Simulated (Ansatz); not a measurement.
A periodic structure is given below.

```cif
data_structure
_symmetry_space_group_name_H-M 'P 1'
_symmetry_Int_Tables_number 1
_cell_length_a 3.1458
_cell_length_b 3.1458
_cell_length_c 16.9534
_cell_angle_alpha 90.000
_cell_angle_beta 90.000
_cell_angle_gamma 120.000
_cell_volume 145.29
loop_
_atom_site_label
_atom_site_type_symbol
_atom_site_symmetry_multiplicity
_atom_site_Wyckoff_symbol
_atom_site_fract_x
_atom_site_fract_y
_atom_site_fract_z
_atom_site_occupancy
W1 W 1 a 0.33500 0.68141 0.50463 1
S1 S 1 a 0.67828 0.33147 0.40612 1
S2 S 1 a 0.65338 0.32046 0.59388 1
```

### Give a crystallographic description of this input.

It has the composition WS2. In the cell are 1 W, 2 S, which makes 1 formula unit. Each W has six S in a distorted trigonal prismatic arrangement at 2.31 to 2.52 Å. Each S has three W in a trigonal pyramidal arrangement at 2.31 to 2.52 Å. Not all metal-metal contacts are counted. The bonds build WS2 layers parallel to (001).

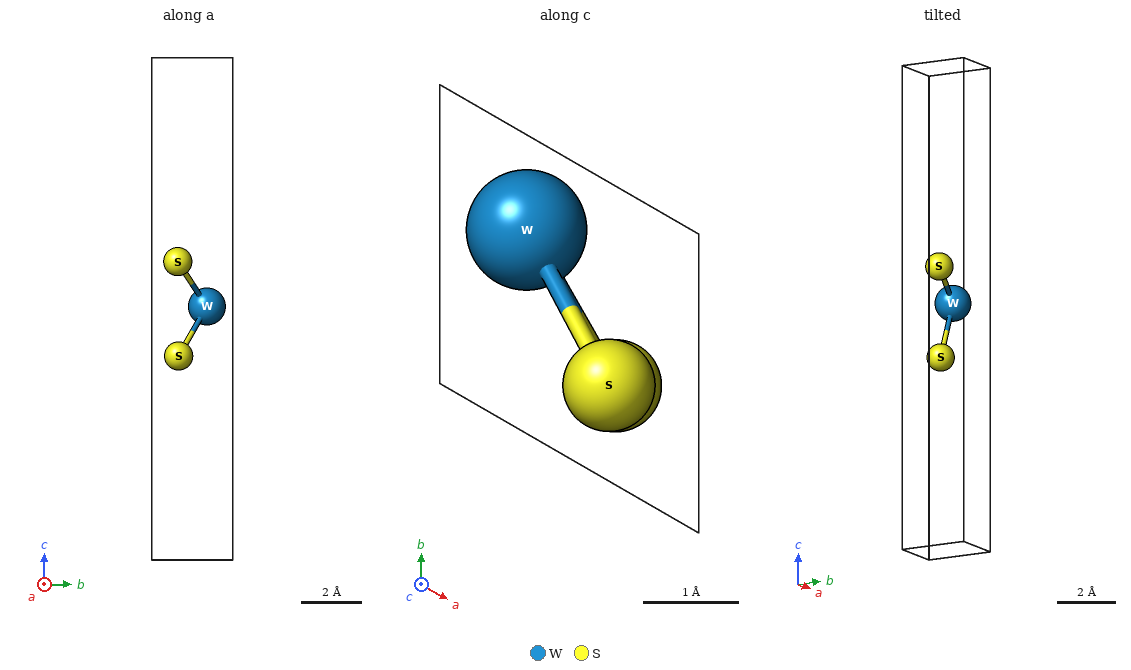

The crystal in a ball-and-stick representation, seen along the a axis, along the c axis and slightly off an axis. The simulation cell is drawn as a box. Colours: tungsten blue, sulfur yellow.

Origin of the cell: a structure listed in the Materials Project. The cell was then strained or its atoms displaced on purpose. It went into a calculation with Ansatz.

At this level of theory the cell isn't at rest (forces up to 2.5 eV/Å), so its distances can differ from those at equilibrium, the more so the softer the solid.
